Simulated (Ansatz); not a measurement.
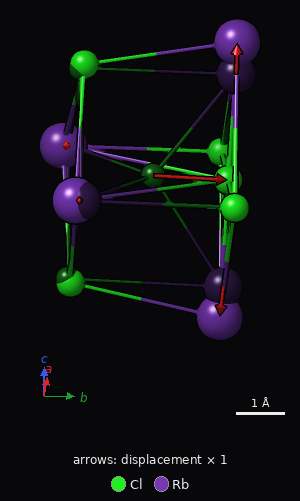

A relaxation of a defect cell of composition Cl$_{33}$Rb$_{32}$ (cell charge +1). The starting structure is drawn faded, the final one solid; red arrows show the displacements, at their true length.

Style: ball-and-stick. Shown: the atoms within 5.0 Å of the atom that moves most (axes of the cell of the calculation (origin shifted)), from a free direction.

Theory: DFT, PBEsol, PAW, plane waves (Ansatz 0.2.0). (plane-wave cutoff 420 eV; k-point mesh 1 × 1 × 1; mesh shifted by (0.25, 0.25, 0.25); no spin polarisation; atoms relaxed in a fixed cell; force threshold 0.03 eV/Å; at most 80 steps)

Describe the change and its energy.

Answer. A Cl atom moves most: 1.59 Å along +b. By element the largest moves are Cl 1.59 Å, Rb 0.70 Å. The lattice vectors keep their values. Some distances before and after: Cl–Rb 2.865 → 4.057 Å, Cl–Rb 2.848 → 4.027 Å, Cl–Cl 2.828 → 3.986 Å, Cl–Cl 2.817 → 2.271 Å. Among the angles between lasting bonds that change: Rb–Cl–Rb 109.9° → 179.2°. Over 13 geometry steps the energy falls by 2.387 eV per cell of the calculation. Largest force component: 0.7 eV/Å at the start, 0.0073 eV/Å at the end.

Limits of the set-up: the cell is charged, on a uniform background, and energies carry no finite-size correction.
